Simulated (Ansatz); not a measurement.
## Electronic structure of CuO in real space

```xyz
4
Lattice="3.4892 0.0000 0.0000 0.0000 3.4892 0.0000 0.0000 0.0000 4.3440" Properties=species:S:1:pos:R:3 pbc="T T T"
Cu    0.0000    1.7446    0.0000
Cu    1.7446    0.0000    2.1720
O     0.0000    0.0000    1.0860
O     0.0000    0.0000    3.2580
```

Space group P4₂/mmc; a generated structure, not necessarily the stable one; built by placing these elements on a known structure type; computed pressure about −4 GPa in this cell.

Level of theory: Kohn-Sham DFT of a periodic cell, RPBE, Ansatz PAW in Ansatz.

The density is the valence pseudo-density of a PAW calculation; it isn't the true density close to the nuclei.

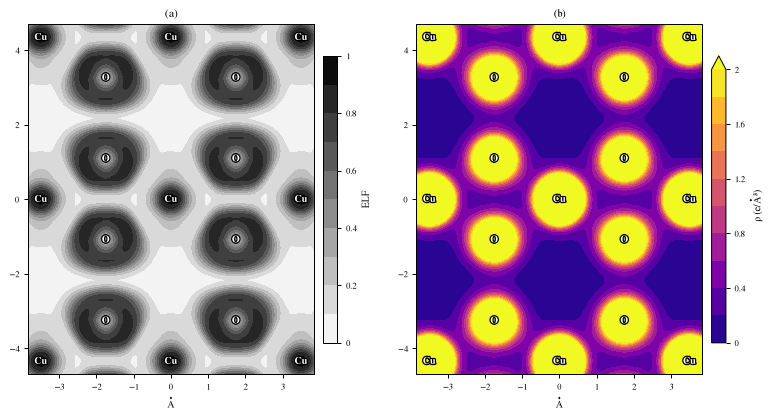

Figure 1. (a) electron localisation function; (b) valence charge density (pseudo) on the (010) plane of the conventional cell.

**Read the bonding off the picture.**

- The section cuts through Cu and O sites.
- Cu–O (2.05 Å): ρ at the midpoint is about 0.5 e/Å³; the ELF peaks at about 0.85 in the valence shell of O, 0.6 Å from its nucleus, and is about 0.20 at the midpoint; no localised pair shows between them.
- Between the atoms the lowest density in this plane is 0.01 e/Å³.
- The features right at Cu lie inside the PAW spheres, where the map follows smoothed inner orbitals and isn't to be read closely.

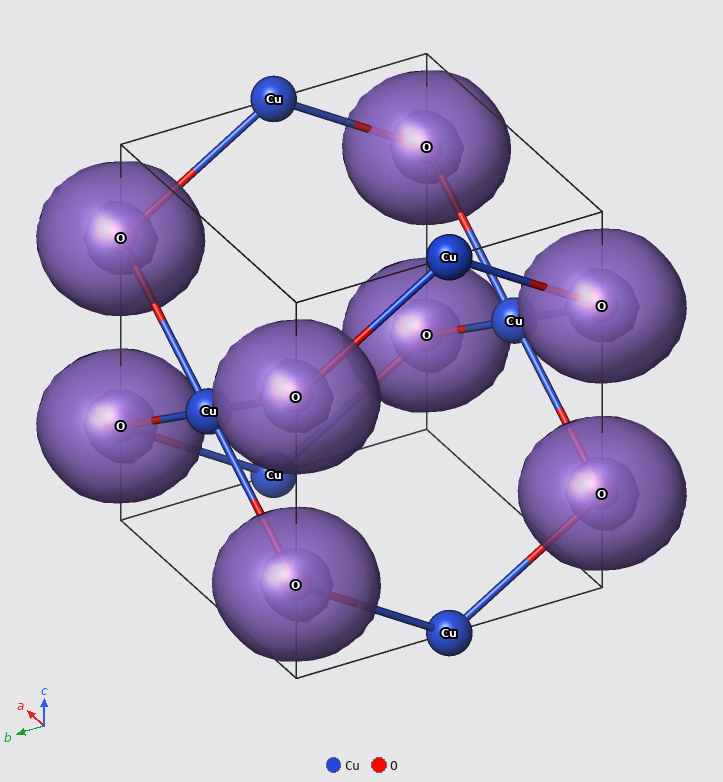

Figure 2. Isosurface of the ELF at 0.7 (purple), seen at an oblique angle. Core shells and regions of very low density are left out. Sticks mark near contacts.

**What do the ELF domains correspond to?**

The surface consists of two regions wrapped around O (the valence shell of each), counted in one cell of 4 atoms. Regions shared between cells count once.

**Does the calculation give a band gap?**

It is metallic or semimetallic at this level of theory: no gap opens; semilocal functionals without U, or without the true magnetic order, often close the gap of such compounds.
